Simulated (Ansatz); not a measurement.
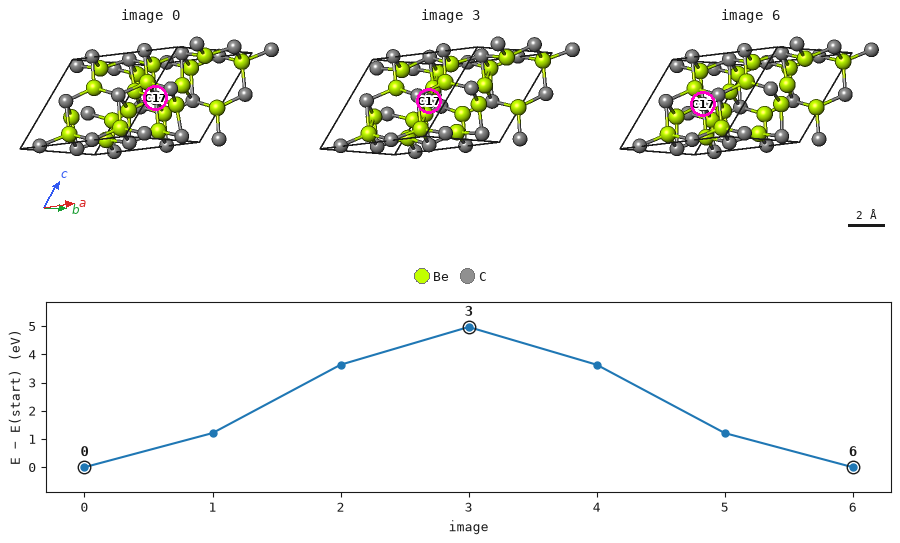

A nudged-elastic-band calculation for a defect cell of composition Be₁₆C₇ (cell charge +4) with a C vacancy (23 atoms in the cell). Images are numbered from 0 (start) to 6 (end). Style: ball-and-stick. Shown: the reduced simulation cell (origin moved), from a free direction. The moving atom is ringed, with any periodic copies. Lengths and directions refer to the drawn axes. Bonds to atoms that aren't drawn are left out.

Method: DFT PBE, scalar-relativistic, plane waves, PAW (Ansatz 0.2.0). Run with plane-wave cutoff 420 eV; k-point mesh 4 × 4 × 4; Gaussian smearing 0.05 eV; 5 movable images; no climbing image; force threshold 0.05 eV/Å; iteration limit 60.

### What happens along the path, and what is the barrier?

It is a vacancy jump: a nearby atom moves into the empty site and leaves its own site empty. A C atom travels furthest, 3.06 Å from end to end, along −a, on a straight line. At the highest image its nearest neighbour (Be) is 1.58 Å away, against 1.82 Å at the start, and the surrounding atoms stand up to 0.39 Å off the mean of their end positions. The two ends have the same energy, and the highest point, image 3, lies 4.97 eV above the start. The band converged in 6 iterations. The largest component of the band force went from 27 to 0.022 eV/Å. No image climbed, so the highest image needn't lie on the saddle point, and the true maximum along this path can be higher.

Limits of the set-up: the periodic images lie only 6.1 Å apart, so the values are limited by the cell's size; the cell is charged, on a uniform background, and energies carry no finite-size correction.
